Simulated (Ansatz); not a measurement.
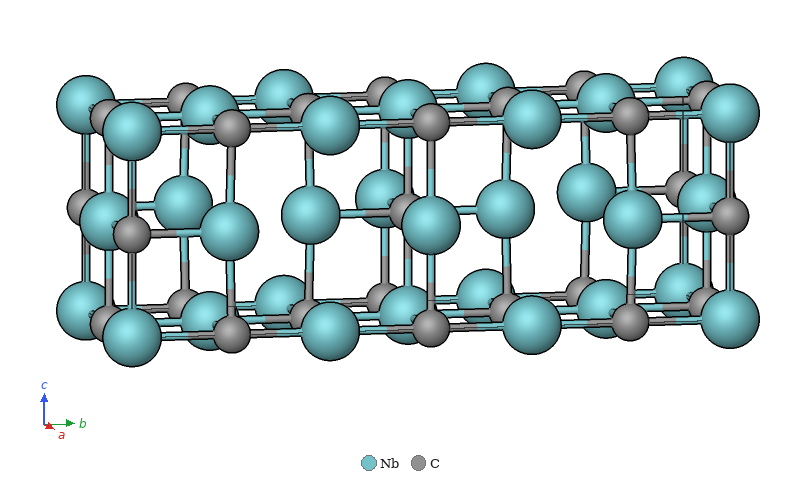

We look at a ball-and-stick model of the crystal slightly off an axis. The conventional unit cell is drawn as a box. Cell: a = 4.43 Å, b = 13.23 Å, c = 4.48 Å, α = 90.00°, β = 90.00°, γ = 90.00°.

It derives from a random cell made by a generator, so it need not be a real form of the compound. Earlier steps of the study, as a rule a relaxation of our own, may have changed the cell and positions, so they can lie some per cent off the listed ones. A calculation with Ansatz used it as input.

**Describe the crystal.**

The formula is Nb3C2. The space group is Cmmm (No. 65); the lattice is base-centred orthorhombic. The cell comprises 4 formula units: 12 Nb, 8 C. Each C atom is coordinated by six Nb in an octahedral arrangement at about 2.2 Å. Not all metal-metal contacts are counted. The coordination, counted out to bonding distance, is Nb 3 to 6 (mean 4.0). Not all metal-metal contacts are counted. The bonds build a three-dimensional framework.

Results below were computed with Ansatz 0.2.0, DFT PBE, scalar-relativistic, plane waves, PAW; the settings were a 420 eV plane-wave basis, k-points about 0.18 Å⁻¹ apart, Gaussian smearing of 0.1 eV, no spin polarisation.

**What does the calculation say: metal or gapped?**

A metal: bands cross the Fermi level.

**List the Bader charges.**

Nb +0.94 to +1.78 e; C -1.84 to -1.77 e.

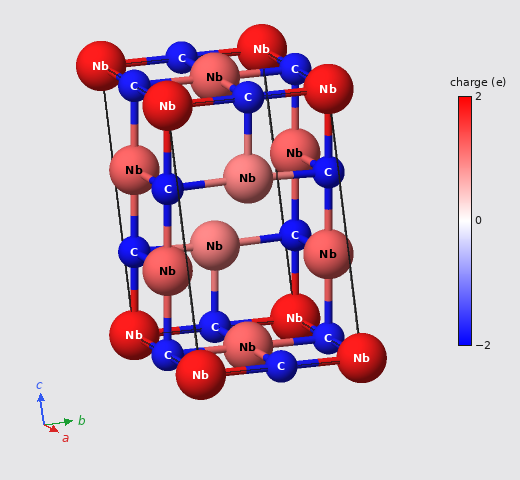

The atoms coloured by those charges. The run's cell of 10 atoms is drawn in a reduced setting, so axes and origin can differ from the first picture.

**Is the structure relaxed at this level of theory?**

Yes. All forces vanish to within 0.01 eV/Å. The pressure is 0.0 GPa, close to zero.
